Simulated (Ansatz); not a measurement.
# Energy of Al$_{3}$GaN$_{4}$ along a shift of atoms along one path

System: Al$_{3}$GaN$_{4}$ (Cmm2, 8 atoms in the cell).
Method: DFT PBEsol, scalar-relativistic, plane waves, PAW, no spin polarisation (Ansatz 0.2.0).

The 6 runs differ only in the geometry, by a shift of atoms along one path in a fixed cell. The shift s is measured from run 4: Al2 moves along the Cartesian direction (0.00, 1.00, 0.00), and Al1, Al3, Ga4, N5, N6, N7 and N8 with it in fixed proportion. The structure derives from a Materials Project entry.

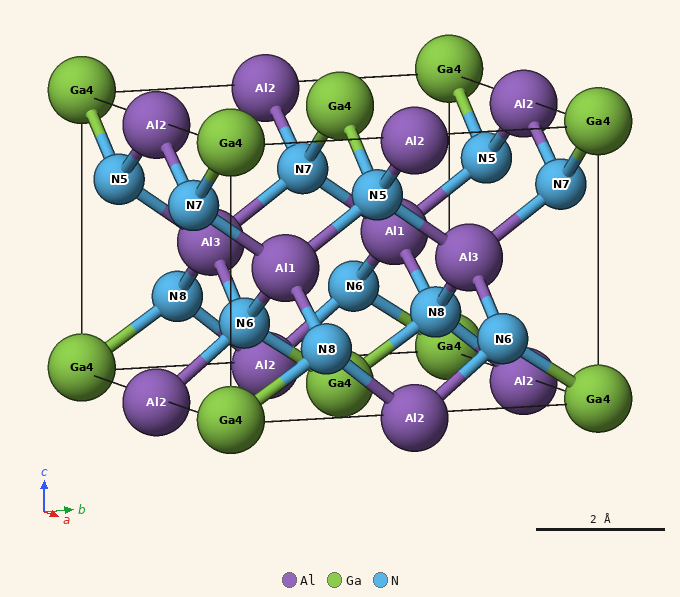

Figure 1. The structure of run 4 (ball-and-stick view of the cell 2 times as large as that of the calculation, set on its symmetry axes, seen slightly off an axis; atoms are numbered from 1 in the order of the input).

### Input of run 4
```yaml
crystal:
  lattice:
    - [4.4069948456, 0.0, 0.0]
    - [0.0, 4.4069948456, 0.0]
    - [0.0, 0.0, 4.4069948456]
  atoms:
    - { symbol: Al, position: [0.5, 0.4951270483, 0.0] }
    - { symbol: Al, position: [0.5, -0.0170183998, 0.5] }
    - { symbol: Al, position: [0.0, 0.4951270483, 0.5] }
    - { symbol: Ga, position: [0.0, 0.0141948736, 0.0] }
    - { symbol: "N", position: [0.749588395, 0.7399321216, 0.250411605] }
    - { symbol: "N", position: [0.7398270404, 0.2505166862, 0.7398270404] }
    - { symbol: "N", position: [0.250411605, 0.7399321216, 0.749588395] }
    - { symbol: "N", position: [0.2601729596, 0.2505166862, 0.2601729596] }
basis:
  ecutwfc: 420
kpoints:
  mp_grid: { grid: [6, 6, 6] }
hamiltonian:
  xc: pbesol
scf:
  occupations: { method: gaussian, width: 0.05 }
output:
  forces: true
  stress: true
  eigenvalues: true
```

Command:
```bash
ansatz run input.yaml --threads 2 --pin off --max-ram 5120MiB --backend cpu --events-out ev --progress --plain --runs-dir out
```

Lattice vectors (Å) and fractional positions of run 4:
```
   4.406995    0.000000    0.000000
   0.000000    4.406995    0.000000
   0.000000    0.000000    4.406995
Al  0.500000  0.495127  0.000000
Al  0.500000 -0.017018  0.500000
Al  0.000000  0.495127  0.500000
Ga  0.000000  0.014195  0.000000
N   0.749588  0.739932  0.250412
N   0.739827  0.250517  0.739827
N   0.250412  0.739932  0.749588
N   0.260173  0.250517  0.260173
```

Run 5 differs from it as follows:
```diff
-    - { symbol: Al, position: [0.5, 0.4951270483, 0.0] }
-    - { symbol: Al, position: [0.5, -0.0170183998, 0.5] }
-    - { symbol: Al, position: [0.0, 0.4951270483, 0.5] }
-    - { symbol: Ga, position: [0.0, 0.0141948736, 0.0] }
-    - { symbol: "N", position: [0.749588395, 0.7399321216, 0.250411605] }
-    - { symbol: "N", position: [0.7398270404, 0.2505166862, 0.7398270404] }
-    - { symbol: "N", position: [0.250411605, 0.7399321216, 0.749588395] }
-    - { symbol: "N", position: [0.2601729596, 0.2505166862, 0.2601729596] }
+    - { symbol: Al, position: [0.5, 0.4975635241, 0.0] }
+    - { symbol: Al, position: [0.5, -0.0085091999, 0.5] }
+    - { symbol: Al, position: [0.0, 0.4975635241, 0.5] }
+    - { symbol: Ga, position: [0.0, 0.0070974368, 0.0] }
+    - { symbol: "N", position: [0.7471480564, 0.7423199196, 0.2528519436] }
+    - { symbol: "N", position: [0.742267379, 0.2529044842, 0.742267379] }
+    - { symbol: "N", position: [0.2528519436, 0.7423199196, 0.7471480564] }
+    - { symbol: "N", position: [0.257732621, 0.2529044842, 0.257732621] }
```

### Results, with one run withheld

```tsv
run	shift s of Al2 (Å)	free energy per atom, from the lowest run given (meV)	pressure (GPa)	gap on the mesh (eV)	force along the path (eV/Å)
1	−0.1875	78.00	−0.37	2.87	5.079
2	−0.1500	55.77	−0.27	2.96	4.400
3	−0.0375	8.82	−0.05	3.18	2.252
4	0.0000	0.00	−0.01	3.23	1.508
5	0.0375	?	?	?	?
6	0.2250	21.10	−0.11	3.11	−2.984
```

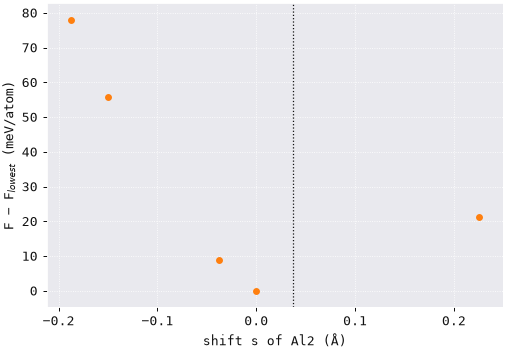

Figure 2. Free energy per atom of the runs given; the dotted line marks run 5.

Fit the runs given and predict run 5.

A cubic polynomial in the coordinate, fitted to the 5 runs given, misses them by at most 0.03 meV per atom. With x = s + 0.0300, it reads F = 6.7978 − 263.85 x + 1218.1 x² + 143.55 x³ (meV per atom). At run 5 it gives −5.42 meV per atom, and the run itself gives −5.31. The slope of the fit gives a force −dF/ds of 0.780 eV/Å along the path (summed over the atoms that move), and the printed forces give 0.756 eV/Å. The fit has its minimum at s = 0.0763 Å. The gap on the mesh lies between 2.87 eV (run 1) and 3.28 eV (run 5); run 5 has 3.28 eV. These are gaps of this functional on this mesh, which can miss the band edges; they aren't the measured gap.

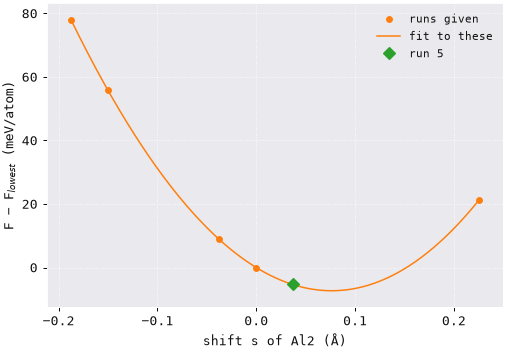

Figure 3. The fit and the withheld run.

### Output, shortened to warnings, some set-up lines, iterations and results (run 5)
```
Basis set: ecut = 420 eV, 1743 PW (Γ), exchange–correlation on 60×60×60 points (8 copies of the dense FFT grid, shifted against one another)
Symmetry: 4 space group operations
k-points: 52 of 216 (time reversal used)
Initial density: superposition of atomic densities (neutral atoms: chi_scale 0, normalization atom), corrected by the library's trained network
[...]
SCF iter   1: F=—  HF=-6840.587197 eV  |F-HF|=—  |Δ(HF+E_count)|=         —  Δρ=1.06e-2  dr2=1.00e-1  ethr=1.77e-3  ⟨swp⟩=7.2  Hψ=7538  notcnv=0
SCF iter   2: F=—  HF=-6840.558558 eV  |F-HF|=—  |Δ(HF+E_count)|=   2.86e-2  Δρ=1.65e-3  dr2=1.97e-3  ethr=2.39e-4  ⟨swp⟩=2.2  Hψ=2729  notcnv=0  defer=190
SCF iter   3: F=—  HF=-6840.558308 eV  |F-HF|=—  |Δ(HF+E_count)|=   2.50e-4  Δρ=8.45e-4  dr2=4.91e-4  ethr=4.68e-6  ⟨swp⟩=1.6  Hψ=1745  notcnv=0  defer=139
SCF iter   4: F=—  HF=-6840.558266 eV  |F-HF|=—  |Δ(HF+E_count)|=   4.17e-5  Δρ=1.52e-4  dr2=1.86e-5  ethr=1.17e-6  ⟨swp⟩=2.8  Hψ=2587  notcnv=0  defer=139
SCF iter   5: F=—  HF=-6840.558128 eV  |F-HF|=—  |Δ(HF+E_count)|=   1.38e-4  Δρ=8.29e-5  dr2=3.55e-6  ethr=4.42e-8  ⟨swp⟩=2.0  Hψ=2398  notcnv=0  defer=139
SCF iter   6: F=—  HF=-6840.558130 eV  |F-HF|=—  |Δ(HF+E_count)|=   1.34e-6  Δρ=1.39e-5  dr2=1.47e-7  ethr=8.44e-9  ⟨swp⟩=3.0  Hψ=2650  notcnv=0  defer=139
SCF iter   7: F=-6840.558130 eV  HF=-6840.558130 eV  |F-HF|=3.80e-8  |Δ(HF+E_count)|=   2.03e-8  Δρ=7.28e-6  dr2=4.48e-8  ethr=2.38e-10  ⟨swp⟩=9.5  Hψ=5750  notcnv=0
SCF 1 converged in 7 iterations: F = -6840.558130 eV  dr2 = 4.48e-8
SCF converged after 7 iterations
Free energy (F): -6840.558130 eV
Harris-Foulkes:  -6840.558130 eV  (|F-HF|=3.80e-8)
Internal energy: -6840.558130 eV  (E = F + TS)
E sigma→0 (E₀):  -6840.558130 eV
Fermi energy:    9.153867 eV
--- Per-component energies (eV) ---
  E_band       = 21.461612
  E_kinetic    = 722.293929
  E_local      = -3068.522982  (includes V_loc(G=0)·N_el)
  E_nonlocal   = 642.527219
  E_hartree    = 1344.004078
  E_xc         = -429.531473
  E_vxc        = -455.953719  (∫ρ·V_xc dr)
  E_paw        = -3809.136840  (= ΣΔE_a)
  E_vpaw       = -506.889577  (= ΣTr[D̂ρ^β])
  E_aug_tail   = 0.000321  (compensation charges beyond the density's cutoff)
  E_ewald      = -2243.225172
  E_core_change = 1.032790  (= ΣΔE_core)
  E_smearing   = -0.000000  (= −TS)
  E_closure    = 0.000000  (closes the sum)
  Σ components = -6840.558130   (vs F -6840.558130, Δ=0.00e0)
--- Forces (eV/Å), atoms counted from 1 ---
  atom   1  Al     0.00000000     0.06254835    -0.00000000
  atom   2  Al    -0.00000000     0.21799326    -0.00000000
  atom   3  Al    -0.00000000     0.06254835    -0.00000000
  atom   4  Ga    -0.00000000    -0.46969283    -0.00000000
  atom   5  N     -0.03366158     0.03221985     0.03366158
  atom   6  N      0.03186959     0.03110231     0.03186959
  atom   7  N      0.03366158     0.03221985    -0.03366158
  atom   8  N     -0.03186959     0.03110231    -0.03186959
  max |Σ_I F_I| component: 4.15e-5 eV/Å
--- Stress (GPa, compression-positive) ---
        0.039486      -0.000000       0.311058
       -0.000000      -0.026726      -0.000000
        0.311058      -0.000000       0.039486
  P = ⅓ Tr σ = 0.0174 GPa (0.174 kbar)
```
